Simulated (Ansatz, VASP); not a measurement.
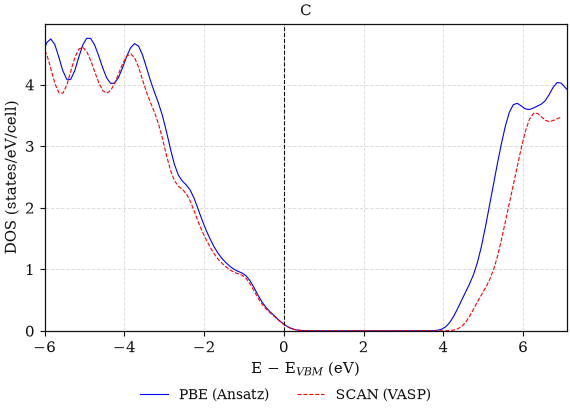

Total densities of states of C, space group P6_3/mmc (No. 194), 12 atoms in the cell (a = 2.522 Å, c = 12.356 Å (hexagonal axes)), by two methods on the same cell. The DOS curves are built from the levels of the k mesh with Gaussians 0.55 eV wide, which also blur the band edges; ripples of that width can come from the mesh. Each is counted from its own valence-band top.

What changes from one method to the other?

Answer. PBE (Ansatz) gives a gap of 4.37 eV and SCAN (VASP) gives a gap of 4.75 eV.

Settings. PBE (Ansatz): Ansatz PAW polarizable, no spin polarisation, no spin-orbit coupling, 12×12×3 k mesh, 420 eV cutoff, Fermi-Dirac smearing of 0.05 eV (Ansatz). SCAN (VASP): VASP PAW PBE potentials, release 64 (C), no spin polarisation, no spin-orbit coupling, 12×12×3 k mesh, 520 eV cutoff, Fermi-Dirac smearing of 0.05 eV (VASP).

Gaps are the smallest over all k points computed. The two runs differ in program as well. The cell is at 2 GPa in PBE (Ansatz) and −4 GPa in SCAN (VASP). LDA, GGA and most meta-GGA functionals understate gaps. This is a hexagonal form of diamond, not graphite. SCAN (VASP): the PAW data sets were made with another functional.
